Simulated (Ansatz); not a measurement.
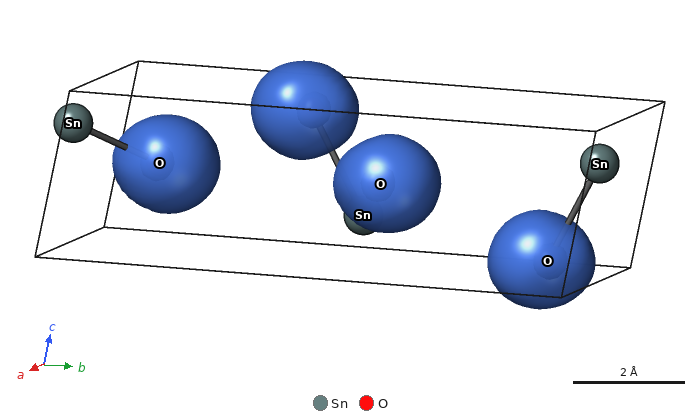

Figure 1: SnO₂. Isosurface of the electron localisation function at 0.65 (blue), seen slightly off an axis. Only the valence region is drawn (cores and ρ < 0.01 e/Å³ removed). Sticks mark near contacts.

Space group P2₁; a structure from a database of computed crystals, not necessarily the ambient phase.

Method: Ansatz 0.2.0, DFT PBE+D3(BJ), scalar-relativistic, plane waves, PAW.

Core electrons are frozen (PAW), and the valence fields are smoothed inside the atomic spheres.

Describe the localisation domains.

The surface consists of four regions wrapped around O (the valence shell of each), counted in one cell of 6 atoms. Any copies at cell faces, edges or corners count once. Profiles from the grid: Sn–O (2.11 Å): the ELF peaks at about 0.80 in the valence shell of O, 0.6 Å from its nucleus, and is about 0.25 at the midpoint (no shared electron pair shows on this line).

Does the calculation make it a metal, or give it a gap?

It is gapped, with a Kohn–Sham gap of 2.2 eV on the k-point mesh, an upper bound to the gap of this method.
